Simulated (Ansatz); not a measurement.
## Two runs on BAs

System: BAs (F-43m, 2 atoms in the cell).
Method of run A: DFT, revPBE, plane waves, PAW, no spin polarisation (Ansatz 0.2.0).

The structure derives from an entry of the Crystallography Open Database. Text and figures count atoms from 1; the logs count them from 0 in places.

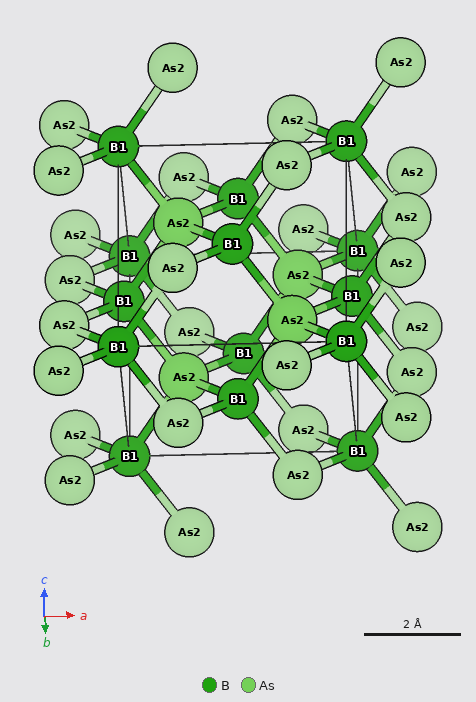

Figure 1. The structure as given in the input (ball-and-stick view of the cell 4 times as large as that of the calculation, set on its symmetry axes, seen at an oblique angle; neighbours outside the cell are drawn fainter; atoms are numbered from 1 in the order of the input).

## Input file, run A
```yaml
crystal:
  lattice:
    - [0.0, 2.3885, 2.3885]
    - [2.3885, 0.0, 2.3885]
    - [2.3885, 2.3885, 0.0]
  atoms:
    - { symbol: B, position: [0.0, 0.0, 0.0] }
    - { symbol: As, position: [0.25, 0.25, 0.25] }
kpoints:
  mp_grid: { grid: [10, 10, 10] }
hamiltonian:
  xc: revpbe
scf:
  occupations: { method: gaussian, width: 0.02 }
output:
  forces: true
  eigenvalues: true
  stress: true
relax:
  adjacent_minimum: "off"
  f_tol: 0.005
  max_steps: 80
  cell: { stress_tol: 0.05 }
```

Launched with:
```bash
ansatz run input.yaml --threads 2 --pin off --max-ram 5120MiB --backend cpu --events-out ev --progress --plain --runs-dir out
```

Hardware: 2 threads of Intel Xeon (Emerald Rapids), 32 GiB of memory available, shared host.

## Output, shortened to warnings, some set-up lines, iterations and results (run A)
```
Basis set: ecut = 420 eV, 531 PW (Γ), exchange–correlation on 48×48×48 points (8 copies of the dense FFT grid, shifted against one another)
Symmetry: 24 space group operations
k-points: 47 of 1000 (time reversal used)
Initial density: superposition of atomic densities (neutral atoms: chi_scale 0, normalization atom), corrected by the library's trained network
[...]
SCF iter   1: F=—  HF=-5017.054990 eV  |F-HF|=—  |Δ(HF+E_count)|=         —  Δρ=1.61e-3  dr2=3.35e-4  ethr=1.77e-3  ⟨swp⟩=6.0  Hψ=3358  notcnv=0
SCF iter   2: F=—  HF=-5017.055082 eV  |F-HF|=—  |Δ(HF+E_count)|=   9.19e-5  Δρ=9.31e-4  dr2=1.43e-4  ethr=1.86e-6  ⟨swp⟩=2.0  Hψ=1580  notcnv=0
SCF iter   3: F=—  HF=-5017.055121 eV  |F-HF|=—  |Δ(HF+E_count)|=   3.94e-5  Δρ=4.02e-4  dr2=2.15e-5  ethr=7.93e-7  ⟨swp⟩=2.7  Hψ=1000  notcnv=0
SCF iter   4: F=—  HF=-5017.055145 eV  |F-HF|=—  |Δ(HF+E_count)|=   2.39e-5  Δρ=3.81e-5  dr2=4.26e-7  ethr=1.19e-7  ⟨swp⟩=2.0  Hψ=790  notcnv=0
SCF iter   5: F=-5017.055145 eV  HF=-5017.055145 eV  |F-HF|=6.58e-8  |Δ(HF+E_count)|=   3.21e-7  Δρ=1.48e-5  dr2=4.62e-8  ethr=2.37e-9  ⟨swp⟩=2.0  Hψ=1034  notcnv=0
[... 26 lines ...]
SCF iter   3: F=—  HF=-5017.069170 eV  |F-HF|=—  |Δ(HF+E_count)|=   6.86e-7  Δρ=1.02e-5  dr2=5.92e-9  ethr=2.32e-10  ⟨swp⟩=2.0  Hψ=799  notcnv=0
SCF iter   4: F=—  HF=-5017.069170 eV  |F-HF|=—  |Δ(HF+E_count)|=   6.84e-8  Δρ=1.73e-6  dr2=1.90e-10  ethr=3.29e-11  ⟨swp⟩=3.0  Hψ=1031  notcnv=0
SCF iter   5: F=-5017.069170 eV  HF=-5017.069170 eV  |F-HF|=1.27e-11  |Δ(HF+E_count)|=   1.55e-9  Δρ=2.21e-7  dr2=5.40e-12  ethr=1.00e-12  ⟨swp⟩=3.6  Hψ=2494  notcnv=0
SCF 5 converged in 5 iterations: F = -5017.069170 eV  dr2 = 5.40e-12
relax step   5: F+E_penalty+E_count = -5017.06916967 eV  Δ(F+E_penalty+E_count) = -5.948e-4 eV  max|allowed force component| = 5.029e-17 eV/Å  Δτ_max = 0.0000 Å  P = +0.027 …
basis re-selected at this cell: Δ(F+E_penalty+E_count) = -5.948e-4 eV, ΔP = +0.025 GPa vs the last step (what re-selecting the basis moved, of the pressure what is left beyond the Pulay correction that the steps carried, after the strain that the cell walked since its last selection, with what the …
SCF converged after 5 iterations
Free energy (F): -5017.069170 eV
Harris-Foulkes:  -5017.069170 eV  (|F-HF|=1.27e-11)
Internal energy: -5017.069170 eV  (E = F + TS)
E sigma→0 (E₀):  -5017.069170 eV
Fermi energy:    11.280456 eV
--- Per-component energies (eV) ---
  E_band       = -217.173878
  E_kinetic    = 150.370226
  E_local      = -1722.785086  (includes V_loc(G=0)·N_el)
  E_nonlocal   = -659.212487
  E_hartree    = 951.323537
  E_xc         = -110.917585
  E_vxc        = -116.845624  (∫ρ·V_xc dr)
  E_paw        = -1919.841617  (= ΣΔE_a)
  E_vpaw       = 228.651938  (= ΣTr[D̂ρ^β])
  E_aug_tail   = 0.000006  (compensation charges beyond the density's cutoff)
  E_ewald      = -1705.828943
  E_core_change = -0.177220  (= ΣΔE_core)
  E_smearing   = -0.000000  (= −TS)
  E_closure    = 0.000000  (closes the sum)
  Σ components = -5017.069170   (vs F -5017.069170, Δ=0.00e0)
--- Forces (eV/Å), atoms counted from 1 ---
  atom   1  B      0.00000000     0.00000000    -0.00000000
  atom   2  As    -0.00000000    -0.00000000    -0.00000000
  max |Σ_I F_I| component: 9.89e-17 eV/Å
--- Stress (GPa, compression-positive) ---
        0.026506      -0.000000       0.000000
       -0.000000       0.026506       0.000000
       -0.000000       0.000000       0.026506
  P = ⅓ Tr σ = 0.0265 GPa (0.265 kbar)
--- Relaxed structure (4 steps of the walk, 4 accepted, 1 SCFs on fresh bases) ---
  F+E_penalty+E_count = -5017.06916967 eV   max|allowed force component| = 5.029e-17 eV/Å   (the final SCF, on the basis selected at the relaxed cell)
  cell:  # Å, volume = 28.2197 Å³
    - [-8.43920992948332e-34, 2.4164284450259768, 2.4164284450259768]
    - [2.4164284450259768, 5.066710565210552e-33, 2.4164284450259768]
    - [2.4164284450259768, 2.4164284450259768, 5.6558629565141044e-33]
  atoms:
    - { symbol: B, position: [-1.4430027756512417e-33, 1.1893433820268674e-33, 1.417804822642198e-33] }
    - { symbol: As, position: [0.25, 0.25, 0.25] }
```

For run B the input was changed thus:
```diff
+basis:
+  ecutwfc: 420
-  xc: revpbe
+  xc: pbe
```

What does this change do to the results?

The total energies belong to different methods, so their difference says nothing on which is more stable or more accurate. The gap on the mesh goes from 1.24 to 1.20 eV. The volume per atom goes from 14.11 to 13.90 Å³. The functional changes from revPBE to PBE. The SCF takes 21 iterations over all geometry steps against 26.

## Output, shortened to warnings, some set-up lines, iterations and results (run B)
```
Basis set: ecut = 420 eV, 531 PW (Γ), exchange–correlation on 48×48×48 points (8 copies of the dense FFT grid, shifted against one another)
Symmetry: 24 space group operations
k-points: 47 of 1000 (time reversal used)
Initial density: superposition of atomic densities (neutral atoms: chi_scale 0, normalization atom), corrected by the library's trained network
[...]
SCF iter   1: F=—  HF=-5012.100099 eV  |F-HF|=—  |Δ(HF+E_count)|=         —  Δρ=7.94e-4  dr2=9.93e-5  ethr=1.77e-3  ⟨swp⟩=6.0  Hψ=3363  notcnv=0
SCF iter   2: F=—  HF=-5012.100235 eV  |F-HF|=—  |Δ(HF+E_count)|=   1.36e-4  Δρ=4.47e-4  dr2=3.15e-5  ethr=5.51e-7  ⟨swp⟩=2.9  Hψ=1611  notcnv=0
SCF iter   3: F=—  HF=-5012.100260 eV  |F-HF|=—  |Δ(HF+E_count)|=   2.41e-5  Δρ=2.47e-4  dr2=5.70e-6  ethr=1.75e-7  ⟨swp⟩=2.2  Hψ=980  notcnv=0
SCF iter   4: F=—  HF=-5012.100282 eV  |F-HF|=—  |Δ(HF+E_count)|=   2.29e-5  Δρ=4.70e-5  dr2=6.16e-7  ethr=3.17e-8  ⟨swp⟩=2.8  Hψ=1034  notcnv=0
SCF iter   5: F=-5012.100282 eV  HF=-5012.100282 eV  |F-HF|=5.48e-8  |Δ(HF+E_count)|=   4.95e-8  Δρ=1.85e-5  dr2=8.31e-8  ethr=3.42e-9  ⟨swp⟩=2.0  Hψ=1016  notcnv=0
[... 19 lines ...]
SCF iter   3: F=—  HF=-5012.104996 eV  |F-HF|=—  |Δ(HF+E_count)|=   9.11e-8  Δρ=6.18e-6  dr2=2.71e-9  ethr=1.09e-10  ⟨swp⟩=2.0  Hψ=796  notcnv=0
SCF iter   4: F=—  HF=-5012.104996 eV  |F-HF|=—  |Δ(HF+E_count)|=   1.02e-8  Δρ=1.07e-6  dr2=1.28e-10  ethr=1.50e-11  ⟨swp⟩=3.0  Hψ=1034  notcnv=0
SCF iter   5: F=-5012.104996 eV  HF=-5012.104996 eV  |F-HF|=4.55e-12  |Δ(HF+E_count)|=  2.92e-10  Δρ=1.47e-7  dr2=3.62e-12  ethr=1.00e-12  ⟨swp⟩=5.2  Hψ=2260  notcnv=0
SCF 4 converged in 5 iterations: F = -5012.104996 eV  dr2 = 3.62e-12
relax step   4: F+E_penalty+E_count = -5012.10499585 eV  Δ(F+E_penalty+E_count) = -3.519e-4 eV  max|allowed force component| = 5.320e-17 eV/Å  Δτ_max = 0.0000 Å  P = +0.038 …
basis re-selected at this cell: Δ(F+E_penalty+E_count) = -3.519e-4 eV, ΔP = +0.015 GPa vs the last step (what re-selecting the basis moved, of the pressure what is left beyond the Pulay correction that the steps carried, after the strain that the cell walked since its last selection, with what the …
SCF converged after 5 iterations
Free energy (F): -5012.104996 eV
Harris-Foulkes:  -5012.104996 eV  (|F-HF|=4.55e-12)
Internal energy: -5012.104996 eV  (E = F + TS)
E sigma→0 (E₀):  -5012.104996 eV
Fermi energy:    11.412359 eV
--- Per-component energies (eV) ---
  E_band       = -215.046186
  E_kinetic    = 151.210373
  E_local      = -1711.360239  (includes V_loc(G=0)·N_el)
  E_nonlocal   = -657.826942
  E_hartree    = 946.619088
  E_xc         = -111.112687
  E_vxc        = -117.242221  (∫ρ·V_xc dr)
  E_paw        = -1915.279897  (= ΣΔE_a)
  E_vpaw       = 226.934596  (= ΣTr[D̂ρ^β])
  E_aug_tail   = 0.000006  (compensation charges beyond the density's cutoff)
  E_ewald      = -1714.354698
  E_smearing   = -0.000000  (= −TS)
  E_closure    = 0.000000  (closes the sum)
  Σ components = -5012.104996   (vs F -5012.104996, Δ=0.00e0)
--- Forces (eV/Å), atoms counted from 1 ---
  atom   1  B      0.00000000     0.00000000    -0.00000000
  atom   2  As    -0.00000000    -0.00000000    -0.00000000
  max |Σ_I F_I| component: 1.16e-16 eV/Å
--- Stress (GPa, compression-positive) ---
        0.038357      -0.000000      -0.000000
       -0.000000       0.038357       0.000000
       -0.000000       0.000000       0.038357
  P = ⅓ Tr σ = 0.0384 GPa (0.384 kbar)
--- Relaxed structure (3 steps of the walk, 3 accepted, 1 SCFs on fresh bases) ---
  F+E_penalty+E_count = -5012.10499585 eV   max|allowed force component| = 5.320e-17 eV/Å   (the final SCF, on the basis selected at the relaxed cell)
  cell:  # Å, volume = 27.8007 Å³
    - [-3.6463756110409064e-34, 2.404411168133413, 2.404411168133413]
    - [2.404411168133413, 4.254635647467817e-33, 2.404411168133413]
    - [2.404411168133413, 2.404411168133413, 2.284955896001616e-33]
  atoms:
    - { symbol: B, position: [-5.421890795117847e-34, 5.724266231226372e-34, 5.02686038596565e-34] }
    - { symbol: As, position: [0.25, 0.25, 0.25] }
```

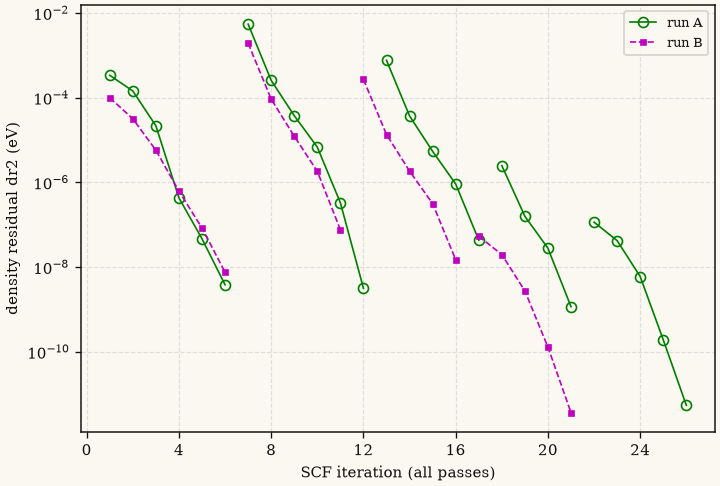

Figure 2. Convergence of the two runs: density residual dr2 against the SCF iteration. A break in a curve parts two SCF passes. Run A takes 26 iterations in all, and run B takes 21.

## The two runs side by side

| quantity | run A | run B |
| --- | --- | --- |
| outcome | converged | converged |
| free energy per atom (eV) | −2508.5346 | −2506.0525 |
| gap on the mesh (eV) | 1.24 | 1.20 |
| pressure (GPa) | 0.03 | 0.04 |
| volume per atom (Å³) | 14.11 | 13.90 |
| largest force (eV/Å) | 0.000 | 0.000 |
| SCF iterations | 26 | 21 |
| irreducible k-points | 47 | 47 |
| wall time (shared host) | 3.6 s | 2.9 s |
